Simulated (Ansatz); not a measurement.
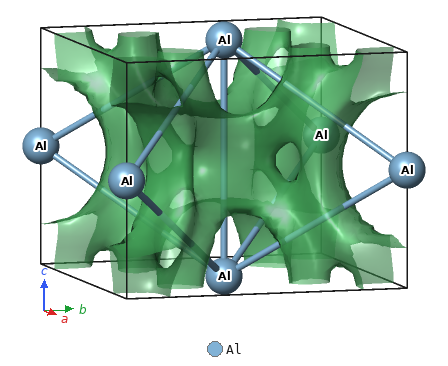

Figure. Al. Isosurface of the ELF at 0.6 (green), seen slightly off an axis. Only the valence region is drawn (cores and ρ < 0.01 e/Å³ removed). Sticks mark near contacts.

Space group I4/mmm; a structure generated by program, which may or may not match a known phase; computed pressure about −3 GPa in this cell; computed without spin polarisation.

Computed with DFT r2SCAN, scalar-relativistic, plane waves, PAW in Ansatz 0.2.0.

In a PAW calculation such maps are meaningful between the atoms, not at the nuclei.

Describe the localisation domains.

The ELF exceeds this value in one network that runs through the whole crystal, counted in one cell of 2 atoms. Any copies at cell faces, edges or corners count once. There are no localised bonds or lone pairs at this value. Along the contacts the grid gives the following. Al–Al (2.82 Å): the ELF peaks at about 0.65 between the atoms.

Metal or insulator at this level of theory?

It is gapless in this calculation (a metal or semimetal).
